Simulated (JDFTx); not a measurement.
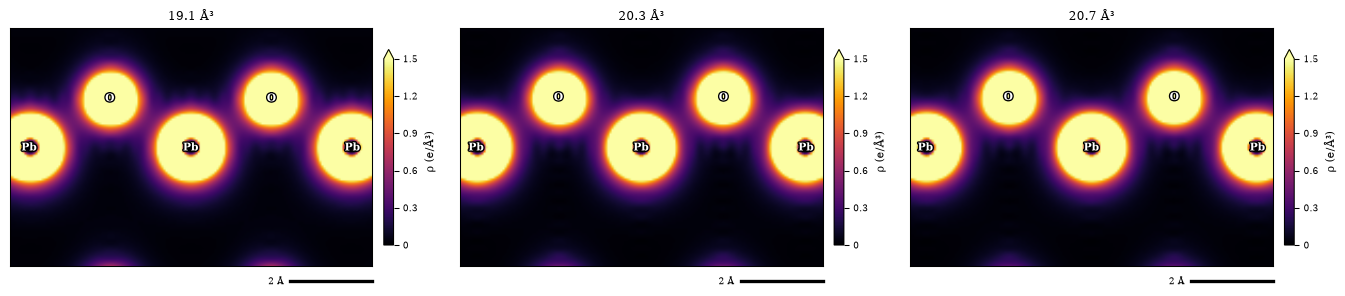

PbO. The valence electron density of cells scaled evenly to different volumes (given per atom above each panel), on the (010) plane of each (indices in the axes of the cell below), at one length scale and on one colour scale.

The calculation used JDFTx, Kohn-Sham DFT of a periodic cell, PBEsol, PseudoDojo-SR-PBEsol-0.4.1-standard.

In a pseudopotential calculation such maps are meaningful between the atoms, not at the nuclei.

The largest cell:

```
Pb O
1.0
     4.06826    0.00000    0.00000
     0.00000    4.06826    0.00000
     0.00000    0.00000    5.10826
Pb O
2 2
Direct
  0.50000 0.00000 0.76000
  0.00000 0.50000 0.24000
  0.50000 0.50000 0.00000
  0.00000 0.00000 0.00000
```

| volume (Å³/atom) | Pb–O contact in the plane (Å) | ρ at its midpoint (e/Å³) | pressure (GPa) | gap on the mesh (eV) | 
| --- | --- | --- | --- | --- |
| 19.14 | 2.298 | 0.480 | 3.3 | 1.29 | 
| 19.54 | 2.314 | ? | ? | ? | 
| 20.34 | 2.345 | 0.438 | −1.9 | 1.38 | 
| 20.74 | 2.360 | 0.426 | −3.3 | 1.41 | 
| 21.14 | 2.375 | 0.413 | −4.5 | 1.43 | 

Question: What values belong in the row with question marks?

Answer: Over the known rows ln ρ falls by 1.94 per Å of Pb–O distance (a least-squares line), which gives 0.465 e/Å³ at 2.314 Å; the calculation gives 0.466 e/Å³. For the pressure, a straight line in volume between the neighbouring rows gives 1.6 GPa; the calculation gives 1.4. For the gap on the mesh, a straight line in volume between the neighbouring rows gives 1.32 eV; the calculation gives 1.32.
